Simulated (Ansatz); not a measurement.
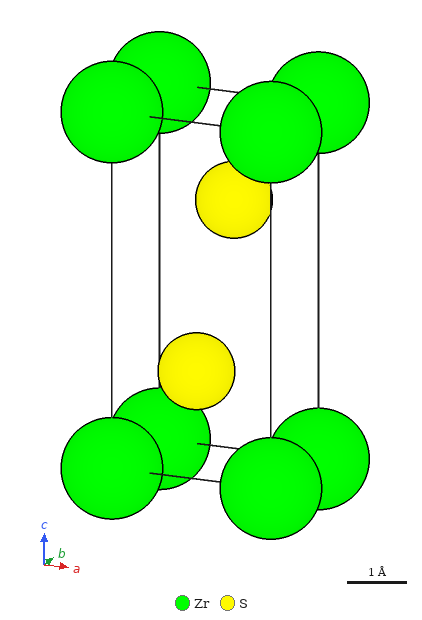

A spheres-only rendering, viewed slightly off an axis. The unit cell is drawn as a box.

ZrS2, a = 3.65 Å, b = 3.69 Å, c = 6.11 Å, α = 90.00°, β = 90.00°, γ = 119.69°.

Level of theory and settings: Ansatz 0.2.0, DFT r2SCAN, scalar-relativistic, plane waves, PAW, a basis cut at 500 eV, k-points on a 12×12×6 grid, Gaussian smearing of 0.02 eV, no spin polarisation.

### Predict the gap.

A semiconductor at this level, with a gap of 1.33 eV on the k-mesh (the true edges may lie between mesh points, so the gap can be somewhat smaller).

It derives from a structure listed in the Materials Project. It was relaxed with DFT r2SCAN, scalar-relativistic, plane waves, PAW (Ansatz 0.2.0) under a constraint or pressure on the cell, so some stress remains.
